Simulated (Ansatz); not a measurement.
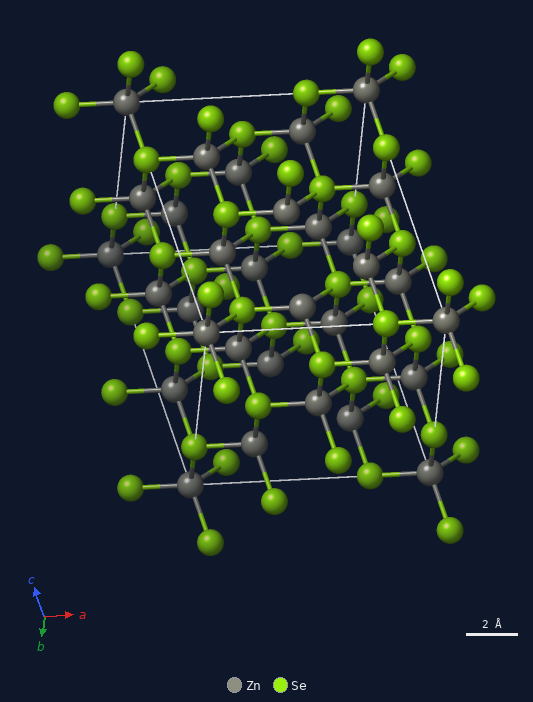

*The structure as given in the input (ball-and-stick view of the cell of the calculation, seen at an oblique angle; bonded neighbours outside the cell are drawn too). An atom can appear more than once, as a periodic image.*

Geometry relaxation, with input and output: Zn₁₆Se₁₅ (part 1 of 3)

Zn₁₆Se₁₅ (defect cell, 31 atoms in the cell), computed with DFT PBE, scalar-relativistic, plane waves, PAW, no spin polarisation (Ansatz 0.2.0).

The structure derives from a Materials Project entry. It belongs to a series of runs on one base structure; here: Se vacancy (site c), charge +0, atoms relaxed at the host's cell.

The program's output
```
Engine: ansatz 0.2.0, x86_64-unknown-linux-gnu
Pseudopotentials: kind: paw
Pseudopotential: Zn, paw, valence charge 12, recommended cutoff 420 eV (normal), Zn.paw.azcp
Pseudopotential: Se, paw, valence charge 16, recommended cutoff 420 eV (normal), Se.paw.azcp
Functional definition: PBE
  parameter kappa = 0.804
  parameter beta = 0.06672455060314922
  exchange = pbe_x(kappa = kappa, mu = beta*pi^2/3)
  correlation = pbe_c(beta = beta)
Crystal: 31 atoms, lattice volume = 753.224 Å³
Basis set: ecut = 420 eV, 14771 PW (Γ), exchange–correlation on 144×144×144 points (8 copies of the dense FFT grid, shifted against one another)
Bands: 260, of which v1, the nominal top of the filled ones, is band 216 counted from 1 (215 counted from 0)
Symmetry: 24 space group operations
Space group: I-43m (ITA 217), of the structure as read, at distance tolerance 9.1e-5 Å
k-points: 2 of 8 (time reversal used)
Non-local potential: Zn, projectors of the file, l = 0: 2, l = 1: 2, l = 2: 3, l = 3: 1
Non-local potential: Se, projectors of the file, l = 0: 2, l = 1: 2, l = 2: 3, l = 3: 1
PAW form: soft (Blöchl's): semilocal exchange-correlation on the pseudo side does not see the compensation charge
PAW one-centre angular grid: Zn, 590 points (default); XC on 64 Gauss nodes
PAW one-centre angular grid: Se, 590 points (default); XC on 64 Gauss nodes
Initial density: superposition of atomic densities (neutral atoms: chi_scale 0, normalization atom), corrected by the library's trained network
Initial wavefunctions: pseudopotential atomic-orbital guess
Functional: x = pbe(κ = 0.804, μ = 0.2195149727645171), c = pbe(β = 0.06672455060314922)
SCF iter   1: F=—  HF=-135159.534904 eV  |F-HF|=—  |Δ(HF+E_count)|=         —  Δρ=2.09e-3  dr2=1.95e-1  ethr=1.77e-3  ⟨swp⟩=6.0  Hψ=2033  notcnv=0  defer=6
preconditioner: auto → Resta (q_TF=auto, 2.487 Å⁻¹)  ε∞=5.5  [insulator: Δε(μ)=1.066 eV  Ē_g=10.681 eV  σ=0.010 eV  W_gap=1.00  n_scr=200 (ndim 8)  ℏωp=22.7 eV  f_vac=0.129  D(μ)=0.00/eV (n_scr^D=0)  ε∞_Penn≈5.5]
SCF iter   2: F=—  HF=-135159.500212 eV  |F-HF|=—  |Δ(HF+E_count)|=   3.47e-2  Δρ=1.33e-3  dr2=7.72e-2  ethr=4.52e-5  ⟨swp⟩=2.0  Hψ=614  notcnv=0  defer=72
SCF iter   3: F=—  HF=-135159.479977 eV  |F-HF|=—  |Δ(HF+E_count)|=   2.02e-2  Δρ=6.79e-4  dr2=4.81e-3  ethr=1.79e-5  ⟨swp⟩=3.0  Hψ=608  notcnv=0  defer=72
SCF iter   4: F=—  HF=-135159.478768 eV  |F-HF|=—  |Δ(HF+E_count)|=   1.21e-3  Δρ=4.71e-4  dr2=1.67e-3  ethr=1.11e-6  ⟨swp⟩=2.0  Hψ=896  notcnv=0  defer=72
SCF iter   5: F=—  HF=-135159.478178 eV  |F-HF|=—  |Δ(HF+E_count)|=   5.90e-4  Δρ=1.26e-4  dr2=1.56e-4  ethr=3.88e-7  ⟨swp⟩=2.0  Hψ=853  notcnv=0  defer=72
SCF iter   6: F=—  HF=-135159.478207 eV  |F-HF|=—  |Δ(HF+E_count)|=   2.83e-5  Δρ=5.62e-5  dr2=2.33e-5  ethr=3.62e-8  ⟨swp⟩=2.0  Hψ=760  notcnv=0  defer=72
SCF iter   7: F=-135159.478236 eV  HF=-135159.478235 eV  |F-HF|=1.66e-6  |Δ(HF+E_count)|=   2.80e-5  Δρ=1.19e-5  dr2=1.20e-6  ethr=3.62e-9  ⟨swp⟩=15.5  Hψ=5257  notcnv=0
SCF 1 converged in 7 iterations: F = -135159.478236 eV  dr2 = 1.20e-6
  greatest PAW one-centre occupation: 1.000 electrons in one spin orbital (limit 2), on the Se atom at site 29 (counted from 0), in its partial waves of l = 2
relax step   1: F+E_penalty+E_count = -135159.47823619 eV  Δ(F+E_penalty+E_count) = +0.000e0 eV  max|allowed force component| = 2.560e-1 eV/Å  Δτ_max = 0.0000 Å  (7 SCF iters, dr2 threshold 1.56e-5 eV, accepted)
Initial density: handed on by an earlier stage of this run
Initial wavefunctions: those handed on with the density
iter 1 solved again at ethr=9.36e-5 eV; its pass at ethr=3.10e-3 eV (dr2=4.04e-1 eV) is discarded
SCF iter   1: F=—  HF=-135159.906801 eV  |F-HF|=—  |Δ(HF+E_count)|=         —  Δρ=1.06e-2  dr2=4.02e-1  ethr=9.36e-5  ⟨swp⟩=1.5  Hψ=1810  notcnv=0  defer=72
preconditioner: auto → Resta (q_TF=auto, 2.487 Å⁻¹)  ε∞=5.5  [insulator: Δε(μ)=1.337 eV  Ē_g=10.680 eV  σ=0.010 eV  W_gap=1.00  n_scr=200 (ndim 8)  ℏωp=22.7 eV  f_vac=0.120  D(μ)=0.00/eV (n_scr^D=0)  ε∞_Penn≈5.5]
SCF iter   2: F=—  HF=-135159.765174 eV  |F-HF|=—  |Δ(HF+E_count)|=   1.42e-1  Δρ=4.73e-3  dr2=8.01e-2  ethr=9.30e-5  ⟨swp⟩=2.0  Hψ=694  notcnv=0  defer=72
SCF iter   3: F=—  HF=-135159.743512 eV  |F-HF|=—  |Δ(HF+E_count)|=   2.17e-2  Δρ=1.74e-3  dr2=1.24e-2  ethr=1.85e-5  ⟨swp⟩=3.0  Hψ=728  notcnv=0  defer=72
SCF iter   4: F=—  HF=-135159.737448 eV  |F-HF|=—  |Δ(HF+E_count)|=   6.06e-3  Δρ=4.41e-4  dr2=1.94e-3  ethr=2.86e-6  ⟨swp⟩=2.0  Hψ=716  notcnv=0  defer=72
SCF iter   5: F=—  HF=-135159.738046 eV  |F-HF|=—  |Δ(HF+E_count)|=   5.98e-4  Δρ=9.04e-5  dr2=1.17e-4  ethr=4.49e-7  ⟨swp⟩=2.0  Hψ=824  notcnv=0  defer=72
SCF iter   6: F=—  HF=-135159.738105 eV  |F-HF|=—  |Δ(HF+E_count)|=   5.85e-5  Δρ=4.77e-5  dr2=2.00e-5  ethr=2.72e-8  ⟨swp⟩=2.0  Hψ=880  notcnv=0  defer=72
SCF iter   7: F=—  HF=-135159.738107 eV  |F-HF|=—  |Δ(HF+E_count)|=   2.86e-6  Δρ=3.20e-5  dr2=7.61e-6  ethr=9.48e-10  ⟨swp⟩=15.5  Hψ=5056  notcnv=0
SCF iter   8: F=-135159.738108 eV  HF=-135159.738108 eV  |F-HF|=2.02e-7  |Δ(HF+E_count)|=   9.86e-7  Δρ=1.21e-5  dr2=1.36e-6  ethr=9.48e-10  ⟨swp⟩=10.0  Hψ=4309  notcnv=0
SCF 2 converged in 8 iterations: F = -135159.738108 eV  dr2 = 1.36e-6
  greatest PAW one-centre occupation: 1.000 electrons in one spin orbital (limit 2), on the Se atom at site 16 (counted from 0), in its partial waves of l = 2
relax step   2: F+E_penalty+E_count = -135159.73810827 eV  Δ(F+E_penalty+E_count) = -2.599e-1 eV  max|allowed force component| = 1.321e-1 eV/Å  Δτ_max = 0.1949 Å  (8 SCF iters, dr2 threshold 4.10e-6 eV, accepted)
SCF iter   1: F=—  HF=-135159.917036 eV  |F-HF|=—  |Δ(HF+E_count)|=         —  Δρ=8.74e-3  dr2=2.74e-1  ethr=5.50e-4  ⟨swp⟩=5.0  Hψ=1189  notcnv=0  defer=59
preconditioner: auto → Resta (q_TF=auto, 2.487 Å⁻¹)  ε∞=5.6  [insulator: Δε(μ)=1.678 eV  Ē_g=10.633 eV  σ=0.010 eV  W_gap=1.00  n_scr=200 (ndim 8)  ℏωp=22.7 eV  f_vac=0.118  D(μ)=0.00/eV (n_scr^D=0)  ε∞_Penn≈5.6]
SCF iter   2: F=—  HF=-135159.815893 eV  |F-HF|=—  |Δ(HF+E_count)|=   1.01e-1  Δρ=3.94e-3  dr2=5.34e-2  ethr=6.34e-5  ⟨swp⟩=2.0  Hψ=866  notcnv=0  defer=72
SCF iter   3: F=—  HF=-135159.799681 eV  |F-HF|=—  |Δ(HF+E_count)|=   1.62e-2  Δρ=1.28e-3  dr2=6.76e-3  ethr=1.24e-5  ⟨swp⟩=3.0  Hψ=726  notcnv=0  defer=72
SCF iter   4: F=—  HF=-135159.796167 eV  |F-HF|=—  |Δ(HF+E_count)|=   3.51e-3  Δρ=3.27e-4  dr2=1.14e-3  ethr=1.57e-6  ⟨swp⟩=2.0  Hψ=716  notcnv=0  defer=72
SCF iter   5: F=—  HF=-135159.796607 eV  |F-HF|=—  |Δ(HF+E_count)|=   4.40e-4  Δρ=7.45e-5  dr2=7.50e-5  ethr=2.63e-7  ⟨swp⟩=2.0  Hψ=710  notcnv=0  defer=72
SCF iter   6: F=—  HF=-135159.796463 eV  |F-HF|=—  |Δ(HF+E_count)|=   1.43e-4  Δρ=3.46e-5  dr2=1.06e-5  ethr=1.74e-8  ⟨swp⟩=2.0  Hψ=880  notcnv=0  defer=72
SCF iter   7: F=—  HF=-135159.796463 eV  |F-HF|=—  |Δ(HF+E_count)|=   5.22e-8  Δρ=2.01e-5  dr2=2.75e-6  ethr=2.45e-9  ⟨swp⟩=2.0  Hψ=880  notcnv=0  defer=72
SCF iter   8: F=-135159.796463 eV  HF=-135159.796464 eV  |F-HF|=6.90e-7  |Δ(HF+E_count)|=   5.86e-7  Δρ=1.18e-5  dr2=7.75e-7  ethr=2.52e-10  ⟨swp⟩=15.0  Hψ=4422  notcnv=0
SCF 3 converged in 8 iterations: F = -135159.796463 eV  dr2 = 7.75e-7
  greatest PAW one-centre occupation: 1.000 electrons in one spin orbital (limit 2), on the Se atom at site 19 (counted from 0), in its partial waves of l = 2
relax step   3: F+E_penalty+E_count = -135159.79646301 eV  Δ(F+E_penalty+E_count) = -5.835e-2 eV  max|allowed force component| = 6.404e-2 eV/Å  Δτ_max = 0.1577 Å  (8 SCF iters, dr2 threshold 1.09e-6 eV, accepted)
SCF iter   1: F=—  HF=-135159.805724 eV  |F-HF|=—  |Δ(HF+E_count)|=         —  Δρ=1.66e-3  dr2=1.15e-2  ethr=3.06e-5  ⟨swp⟩=4.0  Hψ=937  notcnv=0  defer=72
preconditioner: auto → Resta (q_TF=auto, 2.487 Å⁻¹)  ε∞=5.6  [insulator: Δε(μ)=1.625 eV  Ē_g=10.622 eV  σ=0.010 eV  W_gap=1.00  n_scr=200 (ndim 8)  ℏωp=22.7 eV  f_vac=0.117  D(μ)=0.00/eV (n_scr^D=0)  ε∞_Penn≈5.6]
SCF iter   2: F=—  HF=-135159.801959 eV  |F-HF|=—  |Δ(HF+E_count)|=   3.77e-3  Δρ=7.95e-4  dr2=2.37e-3  ethr=2.67e-6  ⟨swp⟩=2.0  Hψ=863  notcnv=0  defer=72
SCF iter   3: F=—  HF=-135159.801250 eV  |F-HF|=—  |Δ(HF+E_count)|=   7.09e-4  Δρ=1.17e-4  dr2=1.03e-4  ethr=5.50e-7  ⟨swp⟩=2.0  Hψ=848  notcnv=0  defer=72
SCF iter   4: F=—  HF=-135159.801124 eV  |F-HF|=—  |Δ(HF+E_count)|=   1.26e-4  Δρ=1.11e-4  dr2=6.28e-5  ethr=2.39e-8  ⟨swp⟩=2.0  Hψ=700  notcnv=0  defer=72
SCF iter   5: F=—  HF=-135159.801093 eV  |F-HF|=—  |Δ(HF+E_count)|=   3.10e-5  Δρ=1.46e-5  dr2=2.70e-6  ethr=1.45e-8  ⟨swp⟩=2.0  Hψ=700  notcnv=0  defer=72
SCF iter   6: F=-135159.801094 eV  HF=-135159.801094 eV  |F-HF|=1.00e-7  |Δ(HF+E_count)|=   1.29e-6  Δρ=5.36e-6  dr2=4.05e-7  ethr=2.23e-10  ⟨swp⟩=14.0  Hψ=4653  notcnv=0
SCF 4 converged in 6 iterations: F = -135159.801094 eV  dr2 = 4.05e-7
  greatest PAW one-centre occupation: 1.000 electrons in one spin orbital (limit 2), on the Se atom at site 21 (counted from 0), in its partial waves of l = 2
relax step   4: F+E_penalty+E_count = -135159.80109422 eV  Δ(F+E_penalty+E_count) = -4.631e-3 eV  max|allowed force component| = 3.103e-2 eV/Å  Δτ_max = 0.0241 Å  (6 SCF iters, dr2 threshold 9.64e-7 eV, accepted)
SCF iter   1: F=—  HF=-135159.803029 eV  |F-HF|=—  |Δ(HF+E_count)|=         —  Δρ=5.57e-4  dr2=1.59e-3  ethr=3.48e-6  ⟨swp⟩=3.0  Hψ=928  notcnv=0  defer=72
preconditioner: auto → Resta (q_TF=auto, 2.487 Å⁻¹)  ε∞=5.6  [insulator: Δε(μ)=1.630 eV  Ē_g=10.616 eV  σ=0.010 eV  W_gap=1.00  n_scr=200 (ndim 8)  ℏωp=22.7 eV  f_vac=0.117  D(μ)=0.00/eV (n_scr^D=0)  ε∞_Penn≈5.6]
SCF iter   2: F=—  HF=-135159.802560 eV  |F-HF|=—  |Δ(HF+E_count)|=   4.69e-4  Δρ=2.65e-4  dr2=3.04e-4  ethr=3.69e-7  ⟨swp⟩=3.0  Hψ=871  notcnv=0  defer=72
SCF iter   3: F=—  HF=-135159.802486 eV  |F-HF|=—  |Δ(HF+E_count)|=   7.41e-5  Δρ=3.54e-5  dr2=7.61e-6  ethr=7.05e-8  ⟨swp⟩=2.0  Hψ=832  notcnv=0  defer=72
SCF iter   4: F=—  HF=-135159.802329 eV  |F-HF|=—  |Δ(HF+E_count)|=   1.57e-4  Δρ=1.90e-5  dr2=1.71e-6  ethr=1.76e-9  ⟨swp⟩=2.0  Hψ=760  notcnv=0  defer=72
SCF iter   5: F=—  HF=-135159.802328 eV  |F-HF|=—  |Δ(HF+E_count)|=   9.56e-7  Δρ=6.67e-6  dr2=3.22e-7  ethr=3.96e-10  ⟨swp⟩=2.0  Hψ=760  notcnv=0  defer=72
SCF iter   6: F=-135159.802328 eV  HF=-135159.802328 eV  |F-HF|=2.07e-9  |Δ(HF+E_count)|=   6.34e-9  Δρ=1.79e-6  dr2=5.56e-8  ethr=2.31e-11  ⟨swp⟩=12.0  Hψ=4246  notcnv=0
SCF 5 converged in 6 iterations: F = -135159.802328 eV  dr2 = 5.56e-8
  greatest PAW one-centre occupation: 1.000 electrons in one spin orbital (limit 2), on the Se atom at site 18 (counted from 0), in its partial waves of l = 2
relax step   5: F+E_penalty+E_count = -135159.80232776 eV  Δ(F+E_penalty+E_count) = -1.234e-3 eV  max|allowed force component| = 9.829e-4 eV/Å  Δτ_max = 0.0062 Å  (6 SCF iters, accepted)
```

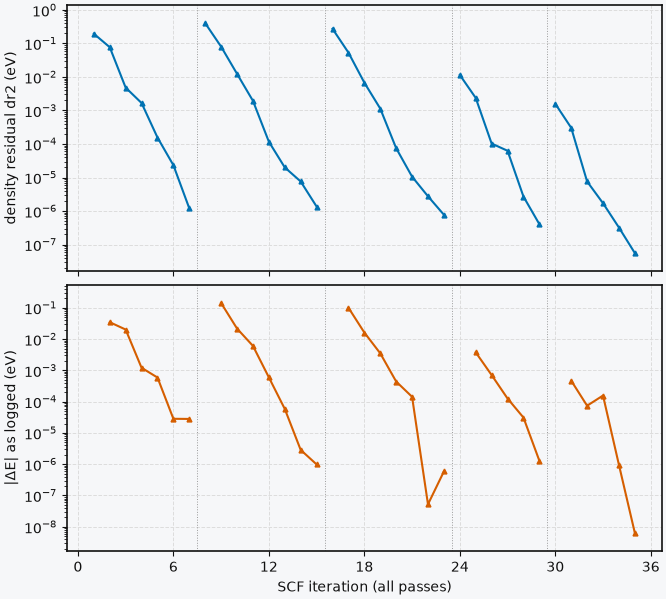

*Convergence of the self-consistent field: density residual dr2 and size of the energy change against the SCF iteration. The dotted lines part the SCF passes of the relaxation: geometry steps, rejected trials and re-solves on a re-selected basis.*

The 5 passes take 6 to 8 iterations each, 35 in all.

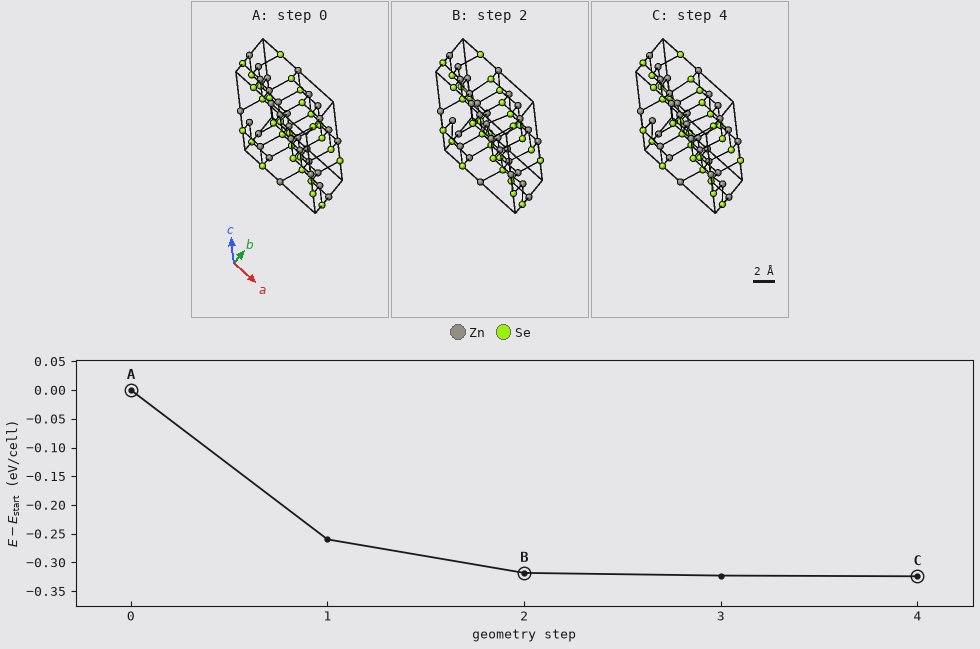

*Frames of the relaxation (ball-and-stick view of the cell of the calculation (origin shifted), seen slightly off an axis) above the curves, on which the letters mark them (the first geometry is step 0 here and step 1 in the log).*

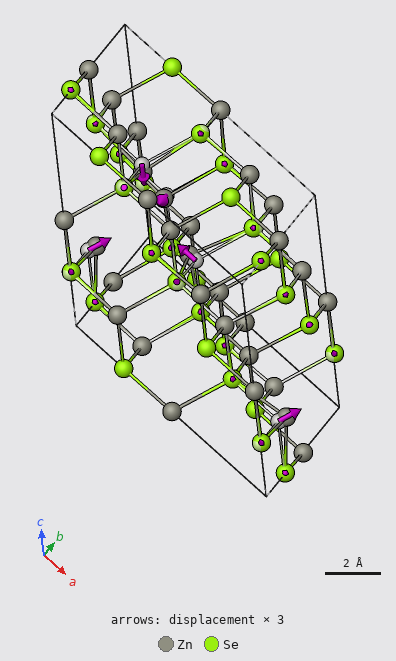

*Start (faint) and end (solid) with the displacements as pink arrows, magnified 3 times (ball-and-stick view of the cell of the calculation (origin shifted), seen slightly off an axis).*

The largest moves, 0.33 Å, are those of Zn1, Zn4, Zn6 and Zn13. Largest moves by element: Zn 0.33 Å, Se 0.07 Å. The cell doesn't change. Among the contacts that change: Zn13–Se22 2.482 → 2.544 Å, Zn10–Se25 2.482 → 2.516 Å, Zn10–Se18 2.482 → 2.512 Å. Among the angles that change: Se17–Zn6–Se21 109.5° → 102.7°, Zn5–Se30–Zn6 109.5° → 116.1°, Se20–Zn5–Se31 109.5° → 107.0°. The energy falls by 0.324 eV per cell of the calculation in 4 geometry steps. Largest force component: 0.26 eV/Å at the start, 0.00098 eV/Å at the end. (Atoms are counted from 1 in the order of the input.)
